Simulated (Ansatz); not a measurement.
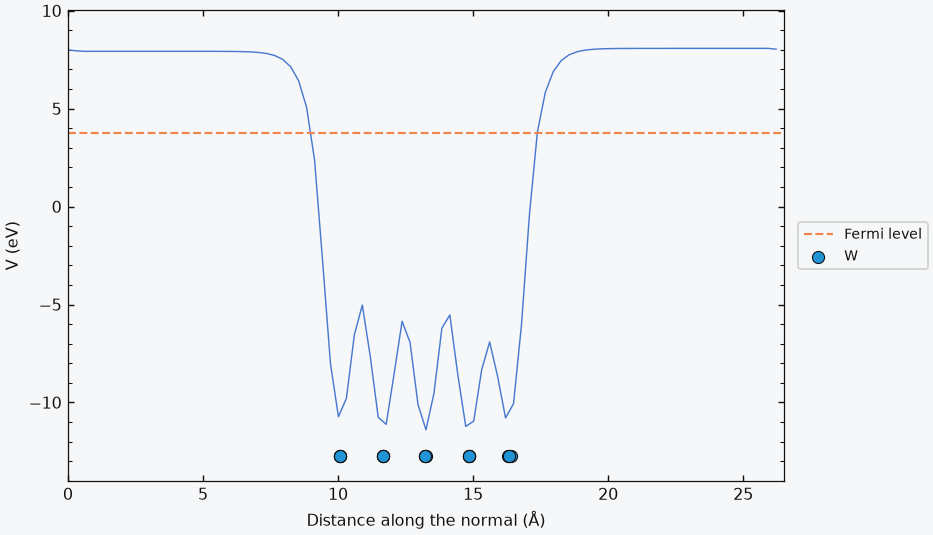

Plane-averaged electrostatic potential energy of an electron across the slab; circles at the bottom mark the heights of the atoms. System: a (100) slab cut from W (Im-3m), 20 atoms in the cell, the slab at its places in the relaxed adsorbed structure. Level of theory: DFT PBE, scalar-relativistic, plane waves, PAW, no spin polarisation, 3×3×1 k mesh, 420 eV cutoff, Gaussian smearing of 0.1 eV; code Ansatz.

The work function is 4.31 eV at the right face and 4.16 eV at the left. The vacuum levels differ by 0.15 eV, so the slab carries a dipole along its normal. The outermost atoms are 6.3 Å apart, which leaves 20.2 Å of vacuum in a cell 26.5 Å high.

The atoms aren't at rest in this cell (largest force 1.5 eV/Å), so the relaxed material can differ. Spin-orbit coupling is left out, which matters for W.
